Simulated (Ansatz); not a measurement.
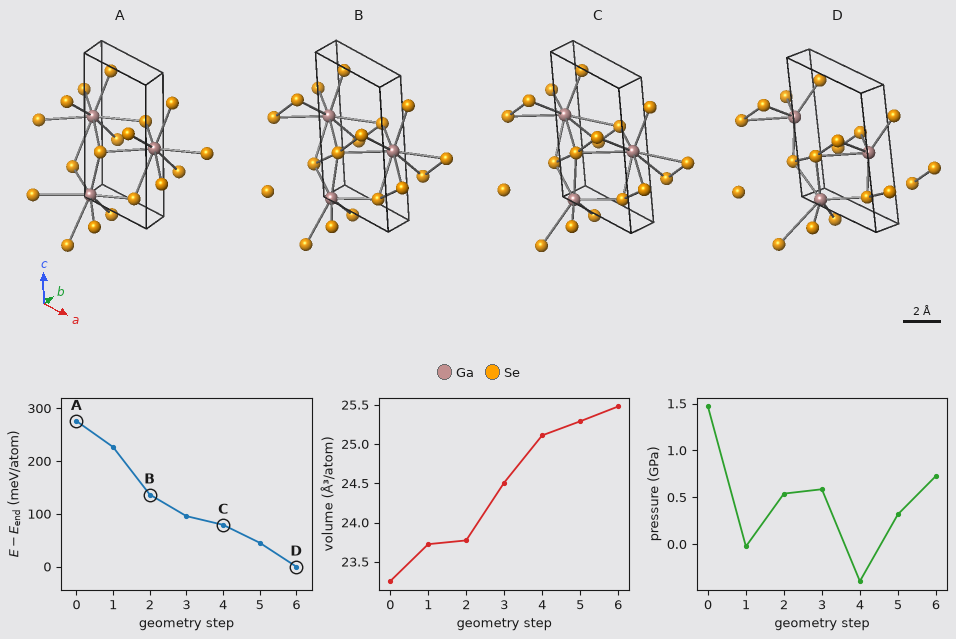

Frames of a relaxation of a crystal of GaSe2 (built on the fluorite_225 type) (coarse preliminary run), marked on the history of the run. A ball-and-stick model of the cell of the calculation, reduced to other axes, seen slightly off an axis. Lengths and directions refer to the drawn axes.

Theory: DFT PBE, scalar-relativistic, plane waves, PAW in Ansatz 0.2.0. (plane-wave cutoff 420 eV; k-point mesh 6 × 6 × 6; occupations gaussian; smearing width 0.1 eV; no spin polarisation; cell and atoms relaxed; force threshold 0.015 eV/Å; at most 120 steps)

Describe the path.

Answer. The run was cut off at its time limit before the relaxation converged, so the last structure is only a point on the way. The largest move relative to the cell is that of a Ga atom, 0.71 Å along [2 1 0]. By element the largest moves are Ga 0.71 Å, Se 0.56 Å. The drawn cell changes as follows: a 4.540 → 5.016 Å (+10.5 %), b 4.599 → 4.518 Å (−1.8 %), c 7.923 → 7.747 Å (−2.2 %), α 91.5° → 96.6°, β 106.6° → 111.9°, γ 116.6° → 105.0°; the volume changes by +9.6 %. Near-neighbour distances that change, for instance: Ga–Se 3.118 → 4.482 Å, Ga–Se 2.913 → 3.663 Å, Se–Se 3.154 → 2.414 Å, Se–Se 3.284 → 3.969 Å. New bonds form: Se–Se (3.15 → 2.41 Å). Bond angles that change, for instance: Se–Ga–Se 171.4° → 144.7°, Se–Ga–Se 162.4° → 137.0°, Ga–Se–Ga 109.2° → 132.2°. The space group stays P1 (No. 1). The energy falls by 276 meV per atom in 6 geometry steps. The largest force component goes from 0.59 to 0.6 eV/Å. The pressure goes from 1.47 to 0.73 GPa. The run took 15 min on 1 thread of Intel(R) Xeon(R) Platinum 8259CL CPU @ 2.50GHz (Skylake/Cascade Lake), on a shared host, peak memory 0.87 GiB. From step 0 to 2: a Se atom moves most (0.29 Å), volume +2.2 %, energy −139 meV per atom. From step 2 to 4: a Se atom moves most (0.23 Å), volume +5.6 %, energy −57.4 meV per atom. From step 4 to 6: a Ga atom moves most (0.42 Å), volume +1.5 %, energy −79.3 meV per atom.

```
step  E − E(0), meV/atom  largest force component, eV/Å  pressure, GPa  volume, Å³/atom
   0                0.00                         0.5943           1.47           23.252
   1              -49.22                         0.6266          -0.02           23.724
   2             -139.21                         0.7311           0.54           23.772
   3             -180.11                         0.3639           0.59           24.508
   4             -196.59                         0.2528          -0.39           25.110
   5             -230.58                         0.3517           0.32           25.290
   6             -275.89                         0.6013           0.73           25.479
```
